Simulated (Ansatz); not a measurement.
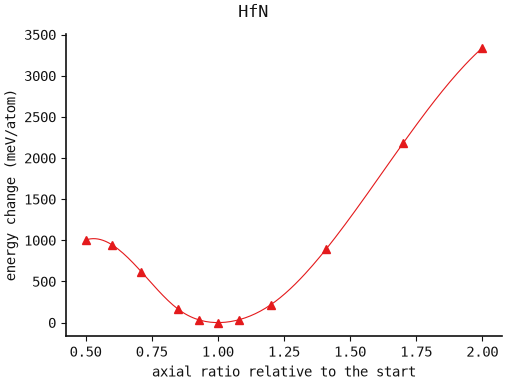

The plot gives the computed energy change against relative axial ratio for HfN, space group Fm-3m (No. 225).

Structure:
```xyz
2
Lattice="0.0000 2.2590 2.2590 2.2590 0.0000 2.2590 2.2590 2.2590 0.0000" Properties=species:S:1:pos:R:3 pbc="T T T"
Hf    0.0000    0.0000    0.0000
N     2.2590    2.2590    2.2590
```

Method: deformation of a crystal at fixed volume, lengths along the axis scaled against those across it, fractional coordinates fixed, by plane-wave density functional theory with PAW datasets, free energies less that of the undisturbed cell; scalar-relativistic (Ansatz 0.2.0). Level: PBEsol, no spin polarisation.

- wave cutoff: 420 eV
- k mesh: 20×20×20
- occupations: Gaussian
- smearing width: 0.15 eV
- k shift: (0, 0, 0) (mesh steps)
- start: as given
- path: trigonal
- axis direction: (0.5774, 0.5774, 0.5774) (Cartesian unit vector)

At which relative axial ratio is the energy change least?

The lowest computed point is at relative axial ratio 1.00 (0 meV/atom).

Keep in mind: no spin polarisation, a magnetic state may lie lower; reference crystal is not relaxed.
